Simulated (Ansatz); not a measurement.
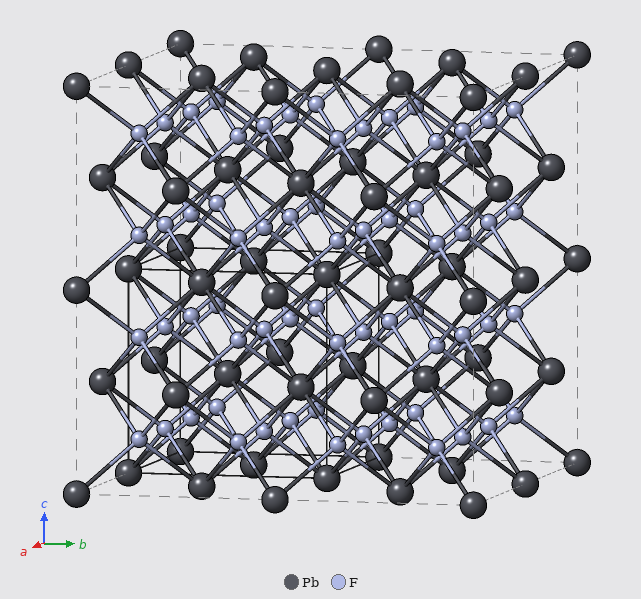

Shown here is a ball-and-stick view of the crystal, taken slightly off an axis. The solid frame is a single conventional unit cell within a 2×2×2 block. Cell: a = 5.892 Å, b = 5.892 Å, c = 5.892 Å, α = 90.00°, β = 90.00°, γ = 90.00°.

In words:

It has the composition PbF$_{2}$. The atoms follow space group Fm-3m (No. 225); the Bravais lattice is face-centred cubic. It belongs to the family called fluorite (CaF₂ type). With Z = 4, the cell contains 4 Pb, 8 F. The Pb atoms are each bonded to eight F in a cubic arrangement at about 2.6 Å. About every F there are four Pb in a tetrahedral arrangement at about 2.6 Å. The bonds build a three-dimensional framework.

Its origin is a structure listed in the Materials Project. Earlier steps of the study may have refined or changed the cell and positions. Ansatz was used for an electronic-structure calculation on it.

At this level of theory the cell isn't at rest (compressed, at 4 GPa), so its distances can differ from those at equilibrium, the more so the softer the solid.
